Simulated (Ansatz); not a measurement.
**MnO$_{2}$: 7 runs along one coordinate**

System: MnO$_{2}$ (P-3m1, 3 atoms in the cell).
Method: Kohn-Sham DFT of a periodic cell, PBE, all-electron LAPW, scalar-relativistic, spin-polarised (Ansatz 0.2.0).

The 7 runs differ only in the geometry, by an even scaling of the cell at fixed fractional positions. The structure derives from a Materials Project entry.

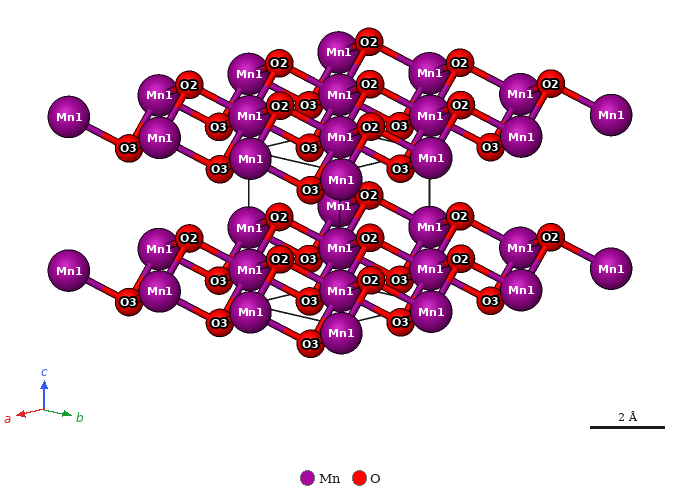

Figure 1. The structure of run 4 (ball-and-stick view of the cell of the calculation, repeated 3 × 3 × 2, seen at an oblique angle; atoms are numbered from 1 in the order of the input).

**Input of run 4**
```yaml
crystal:
  lattice:
    - [2.8565781804, 0.0, 0.0]
    - [-1.4282890902, 2.4738692722, 0.0]
    - [0.0, 0.0, 4.6013740589]
  atoms:
    - { symbol: Mn, position: [0.0, 0.0, 0.5], spin: 4.0 }
    - { symbol: O, position: [0.3333333333, 0.6666666667, 0.70629257] }
    - { symbol: O, position: [0.6666666667, 0.3333333333, 0.29370743] }
kpoints:
  mp_grid: { grid: [11, 11, 6] }
scf:
  occupations: { method: fermi_dirac, width: 0.05 }
hamiltonian:
  xc: pbe
  pseudopotentials: { kind: all_electron, lapw: { basis_error: 0.001 } }
magnetization:
  spin_polarized: true
output:
  forces: true
  stress: true
  eigenvalues: true
```

Command:
```bash
ansatz run input.yaml --threads 4 --pin off --max-ram 12288MiB --backend cpu --events-out ev --progress --plain --runs-dir out
```

Run 6 differs from it as follows:
```diff
-    - [2.8565781804, 0.0, 0.0]
-    - [-1.4282890902, 2.4738692722, 0.0]
-    - [0.0, 0.0, 4.6013740589]
+    - [2.8941690462, 0.0, 0.0]
+    - [-1.4470845231, 2.506423917, 0.0]
+    - [0.0, 0.0, 4.6619253983]
```

**Results, with one run withheld**

```csv
run,volume per atom (Å³),"free energy per atom, from the lowest run given (meV)",pressure (GPa),gap on the mesh (eV)
1,10.189,51.38,19.55,0.63
2,10.405,28.71,14.07,0.71
3,10.622,13.06,9.16,0.79
4,10.839,3.70,4.75,0.87
5,11.056,0.00,0.80,0.94
6,11.273,?,?,?
7,11.489,7.24,−5.91,1.06
```

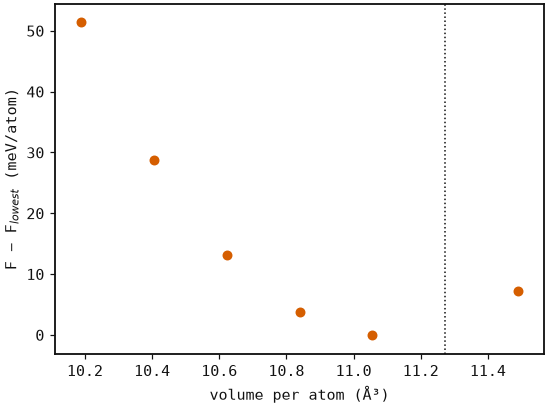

Figure 2. Free energy per atom of the runs given; the dotted line marks run 6.

What should run 6 give?

A cubic polynomial in V^(−2/3) (the Birch–Murnaghan form), fitted to the 6 runs given, misses them by at most 0.02 meV per atom. With x = V^(−2/3) − 0.20527 Å⁻², it reads F = 6.7068 + 3156 x + 3.6833e+05 x² + 6.421e+05 x³ (meV per atom). At run 6 it gives 1.38 meV per atom, and the run itself gives 1.36. The slope of the fit gives a pressure −dF/dV of −2.75 GPa there, and the run prints −2.74 GPa. The fit has its minimum at 11.102 Å³ per atom, where V d²F/dV² gives 186 GPa. Cell shape and fractional positions are held, so this is the stiffness under even scaling; the relaxed bulk modulus wasn't computed and can be far lower in a crystal of layers, chains or molecules like this one. The gap on the mesh goes, without turning, from 0.63 eV in run 1 to 1.06 eV in run 7; run 6 has 1.00 eV. These are gaps of this functional on this mesh, which can miss the band edges; they aren't the measured gap.

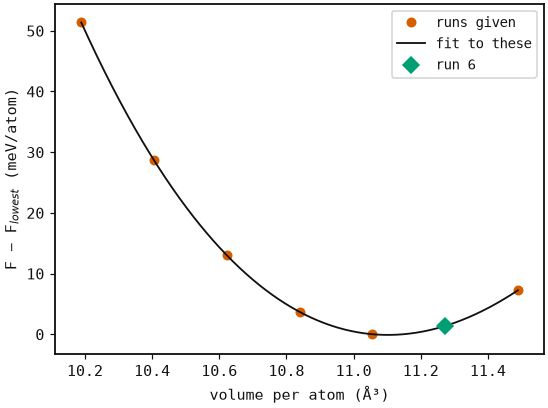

Figure 3. The fit and the withheld run.

**Output, shortened to warnings, some set-up lines, iterations and results (run 6)**
```
Basis set: ecut = 439.6135056276287 eV, 699 PW (Γ), exchange–correlation at level 2
Symmetry: 12 space group operations
k-points: 84 of 726
Initial density: superposition of atomic densities (chi_scale 0.1, normalization cell, long waves kept (reshape's long-wave potential 0.18 eV rms))
[...]
SCF iter   1: F=—  HF=-35625.791716 eV  |F-HF|=—  |Δ(HF+E_count)|=         —  Δρ=6.91e-2 (↑6.91e-2 ↓5.37e-2)  dr2=4.22e0  dr2_m=2.49e-1  M=3.000 μB ∫|m|=3.167 μB  β_m=0.30  …
SCF iter   2: F=—  HF=-35624.970963 eV  |F-HF|=—  |Δ(HF+E_count)|=   8.21e-1  Δρ=2.82e-2 (↑1.43e-2 ↓2.82e-2)  dr2=3.34e-1  dr2_m=1.10e-1  M=3.000 μB ∫|m|=3.140 μB  β_m=0.30  …
SCF iter   3: F=—  HF=-35624.840263 eV  |F-HF|=—  |Δ(HF+E_count)|=   1.31e-1  Δρ=1.92e-2 (↑1.92e-2 ↓1.69e-2)  dr2=1.48e-1  dr2_m=6.50e-2  M=3.000 μB ∫|m|=3.133 μB  β_m=0.45  …
SCF iter   4: F=—  HF=-35624.886931 eV  |F-HF|=—  |Δ(HF+E_count)|=         —  Δρ=5.74e-3 (↑5.74e-3 ↓5.35e-3)  dr2=1.17e-2  dr2_m=6.87e-3  M=3.000 μB ∫|m|=3.092 μB  β_m=0.47  …
SCF iter   5: F=—  HF=-35624.891115 eV  |F-HF|=—  |Δ(HF+E_count)|=   4.18e-3  Δρ=1.65e-3 (↑1.48e-3 ↓1.65e-3)  dr2=4.12e-5  dr2_m=7.47e-4  M=3.000 μB ∫|m|=3.069 μB  β_m=0.73  …
SCF iter   6: F=—  HF=-35624.892269 eV  |F-HF|=—  |Δ(HF+E_count)|=   1.15e-3  Δρ=4.61e-4 (↑3.04e-4 ↓4.61e-4)  dr2=2.35e-4  dr2_m=1.64e-5  M=3.000 μB ∫|m|=3.052 μB  β_m=0.70  …
SCF iter   7: F=—  HF=-35624.892188 eV  |F-HF|=—  |Δ(HF+E_count)|=   8.09e-5  Δρ=8.33e-5 (↑8.18e-5 ↓8.33e-5)  dr2=1.88e-6  dr2_m=1.73e-6  M=3.000 μB ∫|m|=3.051 μB  β_m=0.71  …
SCF iter   8: F=—  HF=-35624.892192 eV  |F-HF|=—  |Δ(HF+E_count)|=   4.09e-6  Δρ=1.85e-5 (↑1.85e-5 ↓1.18e-5)  dr2=5.12e-8  dr2_m=5.45e-8  M=3.000 μB ∫|m|=3.052 μB  β_m=0.82  …
SCF iter   9: F=—  HF=-35624.892192 eV  |F-HF|=—  |Δ(HF+E_count)|=   2.41e-7  Δρ=3.07e-6 (↑3.07e-6 ↓1.88e-6)  dr2=3.62e-9  dr2_m=1.41e-9  M=3.000 μB ∫|m|=3.052 μB  β_m=0.89  …
SCF iter  10: F=-35624.892192 eV  HF=-35624.892192 eV  |F-HF|=2.18e-11  |Δ(HF+E_count)|=   7.67e-9  Δρ=4.44e-7 (↑4.44e-7 ↓2.83e-7)  dr2=6.78e-11  dr2_m=2.55e-11  M=3.000 μB …
SCF 1 converged in 10 iterations: F = -35624.892192 eV  dr2 = 6.78e-11
SCF converged after 10 iterations
Magnetization: 3.0000 μB (20.0000 up, 17.0000 down)
Absolute magnetization: 3.0521 μB (∫|ρ↑−ρ↓|)
Spin contamination: 0.0375 ħ² per cell (⟨S²⟩ above its minimum at these occupations)
Per-site moments (μB) at R_I (Å): [(2.7622478720240053, 1.0527425654948153), (0.0365882506920423, 0.8752039681212154), (0.0365882506920423, 0.8752039681212154)]
Free energy (F): -35624.892192 eV
Harris-Foulkes:  -35624.892192 eV  (|F-HF|=2.18e-11)
Internal energy: -35624.892191 eV  (E = F + TS)
E sigma→0 (E₀):  -35624.892192 eV
Entropy (-TS):   -0.000001 eV (-0.000 meV/atom)
Fermi energy:    7.936437 eV
--- Per-component energies (eV) ---
  E_band       = -6063.756562
  E_kinetic    = 36017.085568
  E_xc         = -1886.610524
  E_electrostatic = -69755.367235  (all electrons and nuclei)
  E_smearing   = -0.000001  (= −TS)
  E_closure    = 0.000000  (closes the sum)
  E_atoms      = -35600.543327  (free atoms, spherical and without spin; not in F)
  Σ components = -35624.892192   (vs F -35624.892192, Δ=0.00e0)
  Basis errors (estimates in eV, not in F): energy 4.7e-4 per atom: plane waves 4.3e-4 (2.5e-4 summed), levels above the bands 3.7e-126, relativity 1.5e-7, radial functions 4.7e-5, core shells 2.3e-7; eigenvalues (radial functions only) 1.1e-5; not estimated: angular momenta, meshes, grids; target …
--- Forces (eV/Å), atoms counted from 1 ---
  atom   1  Mn     0.00000000     0.00000000     0.00000000
  atom   2  O      0.00000000     0.00000000    -0.31811518
  atom   3  O      0.00000000    -0.00000000     0.31811518
  max |Σ_I F_I| component: 9.25e-18 eV/Å
--- Stress (GPa, compression-positive) ---
       -3.596260       0.000000       0.000000
        0.000000      -3.596260      -0.000000
        0.000000      -0.000000      -1.020000
  P = ⅓ Tr σ = -2.7375 GPa (-27.375 kbar)
```

Notes: Semilocal DFT without U tends to delocalise the d electrons of such compounds and to underestimate the gap.
